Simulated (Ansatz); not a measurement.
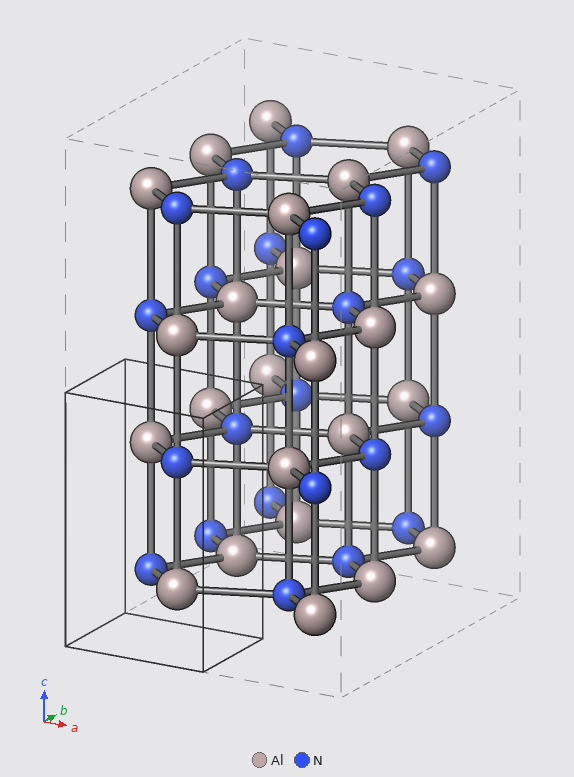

The structure above is drawn in ball-and-stick style and viewed slightly off an axis. The picture spans 2×3×2 cells, one conventional unit cell being drawn with solid lines. Cell: a = 3.339 Å, b = 3.339 Å, c = 4.249 Å, α = 90.00°, β = 90.00°, γ = 120.00°.

What can be read from this drawing?

The stoichiometry is AlN. Space group: P6_3/mmc (No. 194). Lattice: primitive hexagonal. One cell contains 2 Al, 2 N, 4 atoms in all. The neighbours of Al are five N in a distorted trigonal bipyramidal arrangement at about 1.9 to 2.1 Å. The coordination shell of N holds five Al in a distorted trigonal bipyramidal arrangement at about 1.9 to 2.1 Å. The bonds build a three-dimensional framework.

The model was built from a structure listed in the Materials Project. It was relaxed at fixed volume with Ansatz, DFT PBE, scalar-relativistic, plane waves, PAW.

At this level of theory the cell isn't at rest (stretched, at -6 GPa), so its distances can differ from those at equilibrium, the more so the softer the solid.
